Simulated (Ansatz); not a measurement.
Zr, as given below.

```cif
data_structure
_symmetry_space_group_name_H-M 'P6/mmm'
_symmetry_Int_Tables_number 191
_cell_length_a 5.0426
_cell_length_b 5.0426
_cell_length_c 3.1532
_cell_angle_alpha 90.000
_cell_angle_beta 90.000
_cell_angle_gamma 120.000
_cell_volume 69.44
loop_
_atom_site_label
_atom_site_type_symbol
_atom_site_symmetry_multiplicity
_atom_site_Wyckoff_symbol
_atom_site_fract_x
_atom_site_fract_y
_atom_site_fract_z
_atom_site_occupancy
Zr1 Zr 1 a 0.00000 0.00000 0.00000 1
Zr2 Zr 2 d 0.33333 0.66667 0.50000 1
```

Structure used: the end point of a relaxation with Ansatz, DFT, r2SCAN, plane waves (500 eV) with PAW, scalar-relativistic; the starting structure was generated, so it need not be a known form of this composition.

Predict the first 4 clear peaks of the neutron G(r) with σ = 0.08 Å, and name the atom pairs.

Answer. 1. 2.91 Å: Zr–Zr at 2.91 Å
2. 3.30 Å: Zr–Zr at 3.15–3.31 Å
3. 4.29 Å: Zr–Zr at 4.29 Å
4. 5.04 Å: Zr–Zr at 5.04 Å

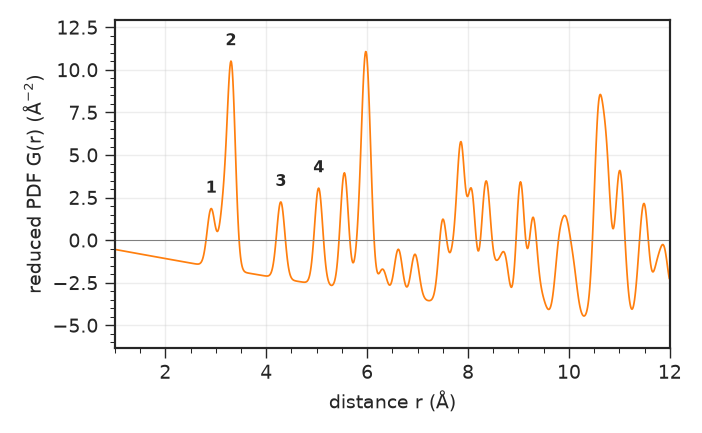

The curve is a calculated neutron PDF: distances of the static structure, each pair weighted by the product of the tabulated coherent neutron scattering lengths (natural isotope mix where the element has one), broadened by Gaussians with σ = 0.08 Å, damped by exp(−(Q_damp r)²/2) with Q_damp = 0.060 Å⁻¹.
